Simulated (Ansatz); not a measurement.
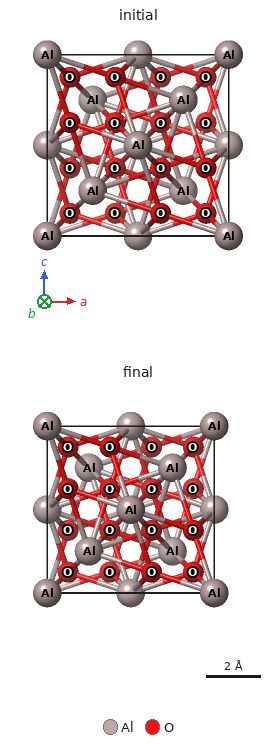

The structure of solid AlO2 (a generated structure, set up in Fd-3m) (coarse preliminary run) before (top) and after (bottom) a relaxation, at one scale.

The picture is a ball-and-stick view of the conventional cell (4 times the calculation's cell), seen along the b axis. Lengths and directions refer to the drawn axes.

Level of theory: Ansatz 0.2.0, DFT PBE, scalar-relativistic, plane waves, PAW. (plane-wave cutoff 420 eV; k-point mesh 4 × 4 × 4; occupations gaussian; smearing width 0.1 eV; collinear spin; cell and atoms relaxed; force threshold 0.04 eV/Å; at most 70 steps)

**Describe what moved and what it gained.**

No atom moves by more than 0.005 Å relative to the cell. Cell: a = b = c 6.791 → 6.247 Å (−8.0 %). Volume −22.1 %. Among the contacts that change: Al–O 2.815 → 2.590 Å. The space group stays Fd-3m (No. 227). The energy falls by 135 meV per atom in 5 accepted moves (8 points after the start). All forces vanish by symmetry, so only the cell relaxes. Pressure: −9.96 GPa at the start and −0.01 GPa at the end. The line search rejected the trial step at point 3 of the run. At 2 points the geometry stayed and the basis and grid were re-selected for the new cell (energy shift of 3.8 meV per atom at most each time). The program noted that the starting moments weren't kept.
